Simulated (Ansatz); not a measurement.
# Band-structure calculation of SnO2

SnO2 (12 atoms in the cell), computed with DFT PBE, scalar-relativistic, plane waves, PAW, no spin polarisation (Ansatz 0.2.0).

The structure was made by a generator, so it may or may not be a known phase. Figures and captions count atoms from 1; the log counts them from 0 in places.

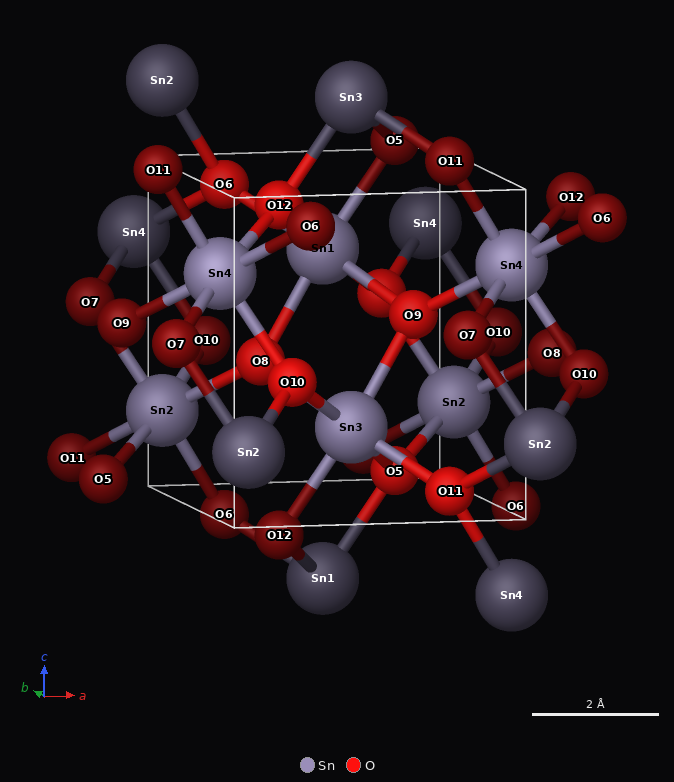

Fig. 1: The structure as given in the input (ball-and-stick view of the cell of the calculation, seen slightly off an axis; neighbours outside the cell are drawn fainter; atoms are numbered from 1 in the order of the input). An atom can appear more than once, as a periodic image.

Summary:

- outcome: converged
- space group (tolerance 0.01 Å): Pbcn (60)
- electrons treated: 104
- free energy: −28635.7225 eV
- Fermi energy: 9.224 eV
- gap on the k-point mesh: 1.00 eV
- gap on the band path: 0.99 eV
- pressure: 0.00 GPa
- largest force (length of the vector): 0.002 eV/Å
- hardware: 1 thread of Arm Neoverse V2, 24 GiB of memory available, shared host
- wall time: 2.7 min
- peak memory: 1.1 GiB

The input:
```yaml
crystal:
  lattice:
    - [4.78965051, 0.0, 0.0]
    - [0.0, 5.8240975982, 0.0]
    - [0.0, 0.0, 5.3056811579]
  atoms:
    - { symbol: Sn, position: [0.5, 0.665170049, 0.75] }
    - { symbol: Sn, position: [0.0, 0.834829951, 0.25] }
    - { symbol: Sn, position: [0.5, 0.334829951, 0.25] }
    - { symbol: Sn, position: [0.0, 0.165170049, 0.75] }
    - { symbol: O, position: [0.7301618009, 0.607059699, 0.0781618358] }
    - { symbol: O, position: [0.2301618009, 0.892940301, 0.9218381642] }
    - { symbol: O, position: [0.7698381991, 0.892940301, 0.5781618358] }
    - { symbol: O, position: [0.2698381991, 0.607059699, 0.4218381642] }
    - { symbol: O, position: [0.7301618009, 0.392940301, 0.5781618358] }
    - { symbol: O, position: [0.2301618009, 0.107059699, 0.4218381642] }
    - { symbol: O, position: [0.7698381991, 0.107059699, 0.0781618358] }
    - { symbol: O, position: [0.2698381991, 0.392940301, 0.9218381642] }
basis:
  ecutwfc: 420
kpoints:
  mp_grid: { grid: [6, 6, 6] }
  band_path:
    path:
      - [[0.0, 0.0, 0.0], [0.5, 0.0, 0.0], [0.5, 0.5, 0.0], [0.0, 0.5, 0.0], [0.0, 0.0, 0.0], [0.0, 0.0, 0.5], [0.5, 0.0, 0.5], [0.5, 0.5, 0.5], [0.0, 0.5, 0.5], [0.0, 0.0, 0.5]]
      - [[0.5, 0.0, 0.0], [0.5, 0.0, 0.5]]
      - [[0.0, 0.5, 0.0], [0.0, 0.5, 0.5]]
      - [[0.5, 0.5, 0.0], [0.5, 0.5, 0.5]]
    npoints: 10
hamiltonian:
  xc: pbe
scf:
  occupations: { method: gaussian, width: 0.02 }
  n_extra_bands: 30
output:
  forces: true
  stress: true
  eigenvalues: true
  populations: true
  dos: { projected: true, de: 0.02, nscf_kmesh: { grid: [9, 9, 9] } }
  bader: false
  write_density: true
  write_potential: true
  elf: true
  volumetric_format: npy
```

Command:
```bash
ansatz run input.yaml --threads 1 --pin off --max-ram 2560MiB --backend cpu --events-out ev --progress --plain --runs-dir out
```

Log:
```
scf.n_extra_bands = 30 over 52 filled bands (N_el = 104.0): the run solves 82 bands
Engine: ansatz 0.2.0, aarch64-unknown-linux-gnu
Pseudopotentials: kind: paw
Pseudopotential: Sn, paw, valence charge 14, recommended cutoff 420 eV (normal), Sn.paw.azcp
Pseudopotential: O, paw, valence charge 6, recommended cutoff 420 eV (normal), O.paw.azcp
Functional definition: PBE
  parameter kappa = 0.804
  parameter beta = 0.06672455060314922
  exchange = pbe_x(kappa = kappa, mu = beta*pi^2/3)
  correlation = pbe_c(beta = beta)
Crystal: 12 atoms, lattice volume = 148.004 Å³
Basis set: ecut = 420 eV, 2895 PW (Γ), exchange–correlation on 72×80×72 points (8 copies of the dense FFT grid, shifted against one another)
Bands: 82, of which v1, the nominal top of the filled ones, is band 52 counted from 1 (51 counted from 0)
Symmetry: 8 space group operations
Space group: Pbcn (ITA 60), of the structure as read, at distance tolerance 5.3e-5 Å
k-points: 64 of 216
Non-local potential: Sn, projectors of the file, l = 0: 2, l = 1: 2, l = 2: 2, l = 3: 2
Non-local potential: O, projectors of the file, l = 0: 2, l = 1: 2, l = 2: 1
PAW form: soft (Blöchl's): semilocal exchange-correlation on the pseudo side does not see the compensation charge
PAW one-centre angular grid: Sn, 590 points (default); XC on 64 Gauss nodes
PAW one-centre angular grid: O, 110 points (default); XC on 64 Gauss nodes
Initial density: superposition of atomic densities (neutral atoms: chi_scale 0, normalization atom), corrected by the library's trained network
Initial wavefunctions: pseudopotential atomic-orbital guess
Functional: x = pbe(κ = 0.804, μ = 0.2195149727645171), c = pbe(β = 0.06672455060314922)
SCF iter   1: F=—  HF=-28635.719479 eV  |F-HF|=—  |Δ(HF+E_count)|=         —  Δρ=1.51e-3  dr2=1.65e-3  ethr=1.77e-3  ⟨swp⟩=5.9  Hψ=22719  notcnv=0  defer=667
preconditioner: auto → Resta (q_TF=auto, 2.572 Å⁻¹)  ε∞=2.8  [insulator: Δε(μ)=0.997 eV  Ē_g=23.149 eV  σ=0.020 eV  W_gap=1.00  n_scr=38 (ndim 8)  ℏωp=31.1 eV  f_vac=0.031  D(μ)=0.00/eV (n_scr^D=0)  ε∞_Penn≈2.8]
SCF iter   2: F=—  HF=-28635.721800 eV  |F-HF|=—  |Δ(HF+E_count)|=   2.32e-3  Δρ=7.54e-4  dr2=3.66e-4  ethr=1.58e-6  ⟨swp⟩=2.1  Hψ=9584  notcnv=0  defer=1511
SCF iter   3: F=—  HF=-28635.722376 eV  |F-HF|=—  |Δ(HF+E_count)|=   5.77e-4  Δρ=3.22e-4  dr2=8.94e-5  ethr=3.52e-7  ⟨swp⟩=2.9  Hψ=7975  notcnv=0  defer=1511
SCF iter   4: F=—  HF=-28635.722524 eV  |F-HF|=—  |Δ(HF+E_count)|=   1.47e-4  Δρ=5.52e-5  dr2=4.14e-6  ethr=8.60e-8  ⟨swp⟩=2.0  Hψ=5680  notcnv=0  defer=1511
SCF iter   5: F=—  HF=-28635.722530 eV  |F-HF|=—  |Δ(HF+E_count)|=   6.15e-6  Δρ=1.58e-5  dr2=3.74e-7  ethr=3.98e-9  ⟨swp⟩=2.0  Hψ=6926  notcnv=0  defer=1511
SCF iter   6: F=-28635.722530 eV  HF=-28635.722530 eV  |F-HF|=2.75e-8  |Δ(HF+E_count)|=   3.67e-7  Δρ=6.27e-6  dr2=4.73e-8  ethr=9.62e-11  ⟨swp⟩=17.9  Hψ=44697  notcnv=0
SCF 1 converged in 6 iterations: F = -28635.722530 eV  dr2 = 4.73e-8
  greatest PAW one-centre occupation: 0.996 electrons in one spin orbital (limit 2), on the Sn atom at site 3 (counted from 0), in its partial waves of l = 2
NSCF: frozen V_eff on 124 k-points
NSCF: frozen V_eff on 125 k-points
SCF converged after 6 iterations
Free energy (F): -28635.722530 eV
Harris-Foulkes:  -28635.722530 eV  (|F-HF|=2.75e-8)
Internal energy: -28635.722530 eV  (E = F + TS)
E sigma→0 (E₀):  -28635.722530 eV
Fermi energy:    9.223956 eV
--- Per-component energies (eV) ---
  E_band       = -275.730767
  E_kinetic    = 2156.010314
  E_local      = -5728.179144  (includes V_loc(G=0)·N_el)
  E_nonlocal   = 267.549460
  E_hartree    = 2965.200131
  E_xc         = -2106.721009
  E_vxc        = -1123.637846  (∫ρ·V_xc dr)
  E_paw        = -17856.259200  (= ΣΔE_a)
  E_vpaw       = -1777.895889  (= ΣTr[D̂ρ^β])
  E_aug_tail   = 0.019638  (compensation charges beyond the density's cutoff)
  E_ewald      = -8333.342720
  E_smearing   = -0.000000  (= −TS)
  E_closure    = 0.000000  (closes the sum)
  Σ components = -28635.722530   (vs F -28635.722530, Δ=0.00e0)
--- Forces (eV/Å), atoms counted from 1 ---
  atom   1  Sn    -0.00000000    -0.00074247    -0.00000000
  atom   2  Sn    -0.00000000     0.00074247    -0.00000000
  atom   3  Sn     0.00000000     0.00074247     0.00000000
  atom   4  Sn     0.00000000    -0.00074247     0.00000000
  atom   5  O     -0.00167432     0.00004870    -0.00036323
  atom   6  O     -0.00167432    -0.00004870     0.00036323
  atom   7  O      0.00167432    -0.00004870    -0.00036323
  atom   8  O      0.00167432     0.00004870     0.00036323
  atom   9  O     -0.00167432    -0.00004870    -0.00036323
  atom  10  O     -0.00167432     0.00004870     0.00036323
  atom  11  O      0.00167432     0.00004870    -0.00036323
  atom  12  O      0.00167432    -0.00004870     0.00036323
  max |Σ_I F_I| component: 3.47e-18 eV/Å
--- Stress (GPa, compression-positive) ---
       -0.009948      -0.000000       0.000000
       -0.000000       0.010412       0.000000
        0.000000       0.000000      -0.013043
  P = ⅓ Tr σ = -0.0042 GPa (-0.042 kbar)
--- Band table (eV; the first three rows and the last of 64) ---
  k-point 0: bands = ["-11.9052", "-11.7765", "-11.7038", "-11.4480", "-11.3467", "-11.2057", "-11.1179", "-11.1037", "-11.0775", "-11.0385", "-11.0225", "-11.0170", "-10.9907", "-10.9807", "-10.9577", "-10.9471", "-10.9427", "-10.9360", "-10.9305", "-10.9126", "-9.7037", "-8.1597", "-7.9221", "-7.8527", "-7.6100", "-6.6082", "-6.5495", "-6.3725", "1.1156", "2.0808", "2.2842", "3.8148", "4.2109", "4.4978", "4.7843", "5.9313", "5.9327", "5.9613", "6.1181", "6.5783", "6.7551", "6.7668", "7.3756", "7.4279", "7.6388", "7.8751", "8.0954", "8.1302", "8.1688", "8.5783", "8.6247", "8.7130", "9.7216", "14.4988", "14.5930", "15.3466", "15.3855", "16.3481", "17.0624", "18.4744", "18.6192", "18.7973", "19.2963", "19.7201", "19.8429", "20.2371", "20.3038", "20.6268", "20.9254", "21.0569", "21.2590", "21.3242", "22.0720", "22.0905", "24.3847", "24.5572", "25.4266", "25.7370", "26.7955", "26.8763", "27.2023", "27.6542"]
  k-point 1: bands = ["-11.8634", "-11.8168", "-11.7742", "-11.3539", "-11.2841", "-11.1996", "-11.1788", "-11.1089", "-11.0786", "-11.0387", "-11.0245", "-11.0102", "-11.0099", "-10.9905", "-10.9773", "-10.9448", "-10.9310", "-10.9288", "-10.9284", "-10.9168", "-9.6261", "-8.3000", "-7.8884", "-7.7932", "-7.6900", "-6.5537", "-6.5161", "-6.4496", "1.1672", "2.1277", "2.3032", "3.9670", "4.4044", "4.5616", "4.7004", "5.3160", "5.6609", "5.8685", "6.2137", "6.6306", "6.6680", "7.2769", "7.3440", "7.4288", "7.5753", "7.7871", "8.0556", "8.1176", "8.1473", "8.5723", "8.6237", "8.6260", "10.4142", "14.3987", "14.4945", "15.2200", "15.7311", "16.3857", "16.6681", "17.8303", "18.6437", "18.8610", "19.2239", "19.9110", "20.0744", "20.3600", "20.4042", "20.6675", "20.9563", "21.2089", "21.2146", "21.2425", "22.0131", "22.2330", "24.0500", "24.6642", "25.0486", "25.8770", "26.0129", "26.8777", "26.9768", "27.6941"]
  k-point 2: bands = ["-11.8774", "-11.8615", "-11.7429", "-11.3509", "-11.2088", "-11.1817", "-11.1692", "-11.1273", "-11.0805", "-11.0494", "-11.0311", "-11.0295", "-10.9969", "-10.9939", "-10.9927", "-10.9556", "-10.9300", "-10.9270", "-10.9245", "-10.9195", "-9.3982", "-8.6443", "-7.9475", "-7.8427", "-7.4645", "-6.6875", "-6.4627", "-6.4524", "1.3154", "1.8282", "2.9424", "4.1816", "4.5041", "4.7042", "4.8575", "4.9978", "5.1342", "5.2000", "5.7263", "6.8490", "6.9127", "6.9161", "7.5484", "7.6339", "7.7245", "7.8011", "8.0336", "8.0888", "8.3050", "8.5610", "8.5680", "8.6150", "11.6173", "13.7800", "14.4918", "14.8553", "16.2082", "16.6323", "16.6729", "16.8766", "17.8776", "18.9824", "19.5504", "19.8840", "20.3354", "20.4915", "20.5207", "20.7680", "20.8909", "21.1872", "21.2176", "21.5454", "21.9836", "22.6672", "23.4738", "24.4133", "24.8063", "24.9040", "26.2930", "26.4365", "27.1089", "27.5736"]
  k-point 63: bands = ["-11.7248", "-11.7248", "-11.7248", "-11.7248", "-11.2293", "-11.2293", "-11.2293", "-11.2293", "-11.0610", "-11.0610", "-11.0610", "-11.0610", "-10.9592", "-10.9592", "-10.9592", "-10.9592", "-10.9281", "-10.9281", "-10.9281", "-10.9281", "-8.1158", "-8.1158", "-8.1158", "-8.1158", "-7.1672", "-7.1672", "-7.1672", "-7.1672", "2.6766", "2.6766", "2.6766", "2.6766", "4.9719", "4.9719", "4.9719", "4.9719", "5.5964", "5.5964", "5.5964", "5.5964", "7.2463", "7.2463", "7.2463", "7.2463", "7.6973", "7.6973", "7.6973", "7.6973", "8.3959", "8.3959", "8.3959", "8.3959", "13.7798", "13.7798", "13.7798", "13.7798", "17.1285", "17.1285", "17.1285", "17.1285", "19.3585", "19.3585", "19.3585", "19.3585", "20.0731", "20.0731", "20.0731", "20.0731", "21.8431", "21.8431", "21.8431", "21.8431", "22.5328", "22.5328", "22.5328", "22.5328", "25.5845", "25.5845", "25.5845", "25.5845", "27.3158", "27.3158"]
--- Löwdin populations: 12 sites ---
  site symbol       q [e]
     0     Sn     12.2895
     1     Sn     12.2895
     2     Sn     12.2895
     3     Sn     12.2895
     4      O      6.7921
     5      O      6.7921
     6      O      6.7921
     7      O      6.7921
     8      O      6.7921
     9      O      6.7921
    10      O      6.7921
    11      O      6.7921
  spilling = 0.004861 (of n_electrons = 104.000000)
```

File populations.tsv:
```
# site	symbol	l	j	q
# orbitals = lowdin
# n_electrons = 104.000000
# spilling = 0.004861
0	Sn	0_5S	-	0.897888
0	Sn	1_5P	-	1.398041
0	Sn	2_4D	-	9.993535
1	Sn	0_5S	-	0.897888
1	Sn	1_5P	-	1.398041
1	Sn	2_4D	-	9.993535
2	Sn	0_5S	-	0.897888
2	Sn	1_5P	-	1.398041
2	Sn	2_4D	-	9.993535
3	Sn	0_5S	-	0.897888
3	Sn	1_5P	-	1.398041
3	Sn	2_4D	-	9.993535
4	O	0_2S	-	1.735307
4	O	1_2P	-	5.056771
5	O	0_2S	-	1.735307
5	O	1_2P	-	5.056771
6	O	0_2S	-	1.735307
6	O	1_2P	-	5.056771
7	O	0_2S	-	1.735307
7	O	1_2P	-	5.056771
8	O	0_2S	-	1.735307
8	O	1_2P	-	5.056771
9	O	0_2S	-	1.735307
9	O	1_2P	-	5.056771
10	O	0_2S	-	1.735307
10	O	1_2P	-	5.056771
11	O	0_2S	-	1.735307
11	O	1_2P	-	5.056771
```

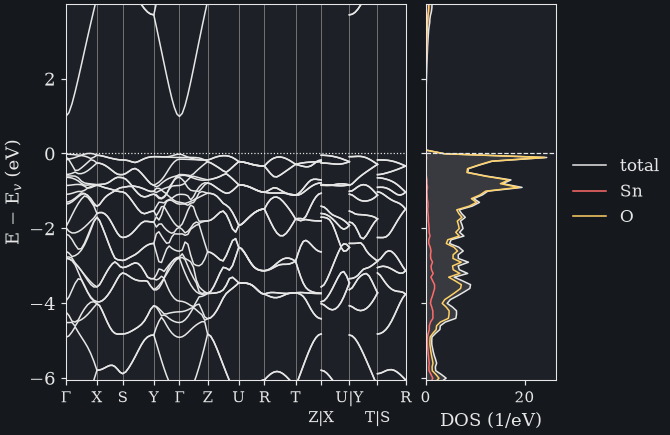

Fig. 2: Band structure along Γ–X–S–Y–Γ–Z–U–R–T–Z|X–U|Y–T|S–R and density of states (projected on Löwdin-orthogonalised atomic shells), with energies from the valence-band top. There is a gap of 0.99 eV on this path, direct, at Γ.

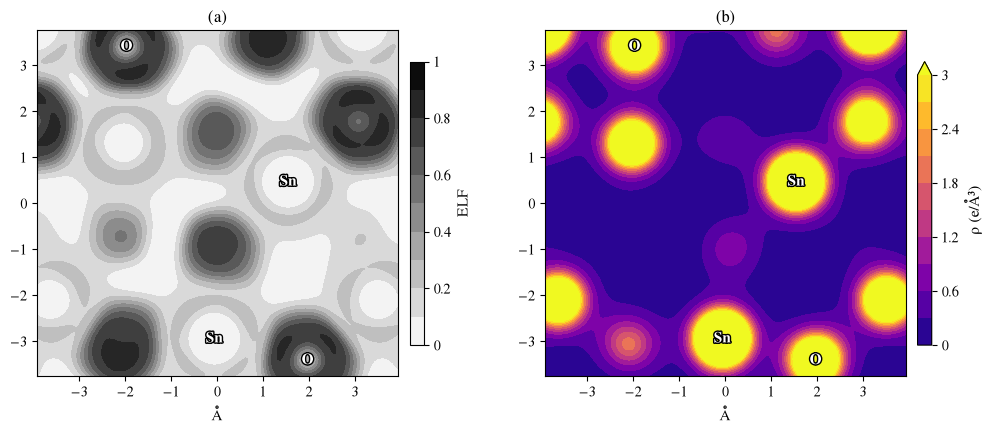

Fig. 3: (a) ELF; (b) valence pseudo-density on the (111) plane of the conventional cell. The section cuts through Sn and O sites. Sn–O (2.09 Å): ρ is about 0.63 e/Å³ halfway; the ELF is about 0.25 at the midpoint. Away from the nuclei the density in this plane falls to 0.04 e/Å³ at its lowest. The fields are those of the smooth PAW valence density.

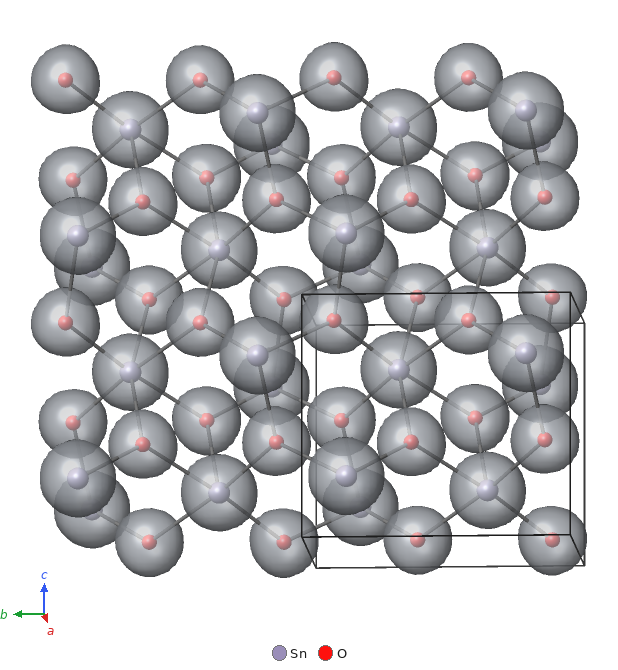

Fig. 4: Isosurface of the valence electron density at 1 e/Å³ (grey), seen at an oblique angle. Sticks mark near contacts. The outline is the cell set on symmetry axes. At this value the density breaks into separate islands; it holds about 70 % of the electrons treated as valence (semicore included). It is pinched off along the Sn–O (2.06 Å) and Sn–O (2.14 Å) contacts. On the grid the lowest density along these lines, outside the cores, is 0.66 e/Å³ (Sn–O, 2.06 Å) and 0.57 e/Å³ (Sn–O, 2.14 Å).
